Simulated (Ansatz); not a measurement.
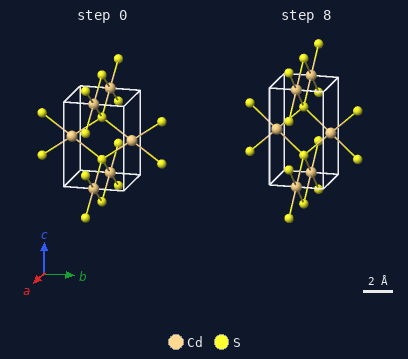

The structure of crystalline CdS (a generated structure, set up in P4_2/mmc) before (left) and after (right) a relaxation, at one scale.

Style: ball-and-stick. Shown: the cell of the calculation, slightly off an axis.

These are results of DFT PBE, scalar-relativistic, plane waves, PAW in Ansatz 0.2.0, not measurements.

The input:
```yaml
crystal:
  lattice:
    - [4.33069787, 0.0, 0.0]
    - [0.0, 4.33069787, 0.0]
    - [0.0, 0.0, 6.12453166]
  atoms:
    - { symbol: Cd, position: [0.0, 0.5, 0.0] }
    - { symbol: Cd, position: [0.5, 0.0, 0.5] }
    - { symbol: S, position: [0.5, 0.5, 0.25] }
    - { symbol: S, position: [0.5, 0.5, 0.75] }
basis:
  ecutwfc: 420
kpoints:
  mp_grid: { grid: [12, 12, 8] }
hamiltonian:
  xc: pbe
scf:
  occupations: { method: gaussian, width: 0.1 }
output:
  forces: true
  stress: true
  eigenvalues: true
relax:
  adjacent_minimum: "off"
  f_tol: 0.01
  max_steps: 80
  cell: { stress_tol: 0.05 }
```

Launched with:
```bash
ansatz run input.yaml --threads 1 --pin off --max-ram 2048MiB --backend cpu --events-out ev --progress --plain --runs-dir out
```

### What changed between the two?

The energy falls by 217 meV per atom in 6 accepted moves (8 points after the start). All forces vanish by symmetry, so only the cell relaxes. The pressure goes from 0.66 to 0.01 GPa. The SCF was repeated twice at an unchanged geometry on a basis and grid sized afresh for the cell, which shifted the energy by 0.6 meV per atom at most. No atom moves by more than 0.005 Å relative to the cell. The drawn cell changes as follows: a = b 4.331 → 3.901 Å (−9.9 %), c 6.125 → 7.028 Å (+14.7 %); the volume changes by −6.9 %. Some distances before and after: Cd1–S3 2.652 → 2.625 Å. Bond angles that change, for instance: S3–Cd1–S3 109.5° → 96.0°, Cd1–S3–Cd1 109.5° → 96.0°, S3–Cd1–S4 70.5° → 84.0°. The space group stays P4_2/mmc (No. 131).
